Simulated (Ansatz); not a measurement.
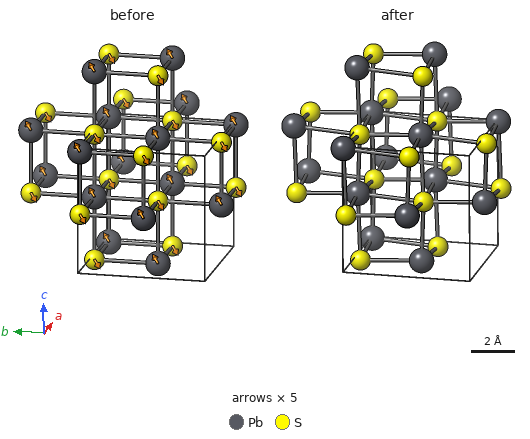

The structure of a crystal of PbS (set up in R3m) before (left) and after (right) a relaxation, at one scale. The orange arrows give the displacements (the part carried along by the change of the cell is left out), magnified 5 times.

The picture is a ball-and-stick view of the conventional cell (4 times the calculation's cell), seen from a free direction. Lengths and directions refer to the drawn axes.

Case: volume × 1.10, shape and atoms relaxed.

The calculation used DFT PBE+D3(BJ), scalar-relativistic, plane waves, PAW (Ansatz 0.2.0). (plane-wave cutoff 420 eV; k-point mesh 12 × 12 × 12; occupations gaussian; smearing width 0.02 eV; no spin polarisation; cell relaxed at fixed volume; force threshold 0.01 eV/Å; at most 30 steps)

### Describe what moved and what it gained.

After 8 accepted moves (10 points after the start) the energy has fallen by 5.8 meV per cell of the calculation. Largest force component: 0.0015 eV/Å at the start, 0.0013 eV/Å at the end. Pressure: −3.73 GPa at the start and −2.88 GPa at the end. The line search rejected the trial step at point 8 of the run. At 1 point the geometry stayed and the basis and grid were re-selected for the new cell (energy shift of less than 0.05 meV per cell of the calculation at most each time). The largest moves relative to the cell, 0.13 Å, are those of Pb and S atoms. Largest moves by element: Pb 0.13 Å, S 0.13 Å. The drawn cell changes at constant volume: a = b = c unchanged at 6.126 Å, α 90.0° → 89.2°, β 90.0° → 89.2°, γ 90.0° → 89.2°. Some distances before and after: Pb–S 3.065 → 3.219 Å, Pb–S 3.061 → 2.922 Å. Among the angles between lasting bonds that change: S–Pb–S 90.1° → 94.8°, Pb–S–Pb 90.1° → 94.8°. The space group (tolerance 0.01 Å) goes from Fm-3m (No. 225) to R3m (No. 160).
